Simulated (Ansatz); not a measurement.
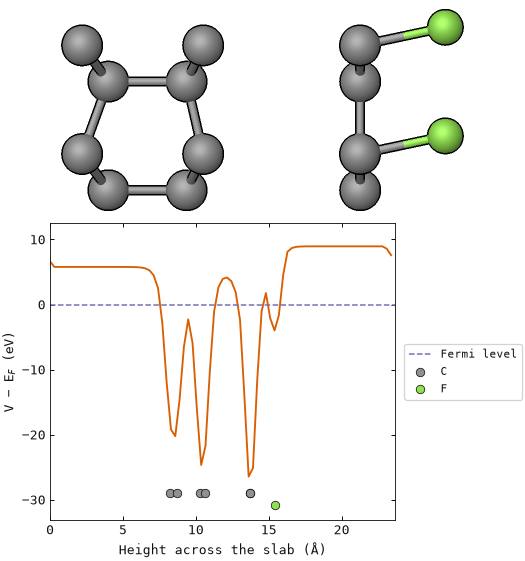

Plane-averaged electrostatic potential energy of an electron across the slab; circles at the bottom mark the heights of the atoms (positions after relaxation). The structure is drawn too.

System: a (001) slab cut from C (P6_3/mmc), of composition C₆F (not the bulk's), ended by C planes, 7 atoms in the cell.

Method: DFT PBEsol, scalar-relativistic, plane waves, PAW, spin-polarised, 12×12×1 k mesh, 420 eV cutoff, Gaussian smearing of 0.05 eV (Ansatz).

Q: What is the work function?

A: The work function is 8.94 eV at the right face and 5.78 eV at the left.

Q: How thick are slab and vacuum?

A: The outermost atoms are 7.2 Å apart, which leaves 16.4 Å of vacuum in a cell 23.7 Å high.
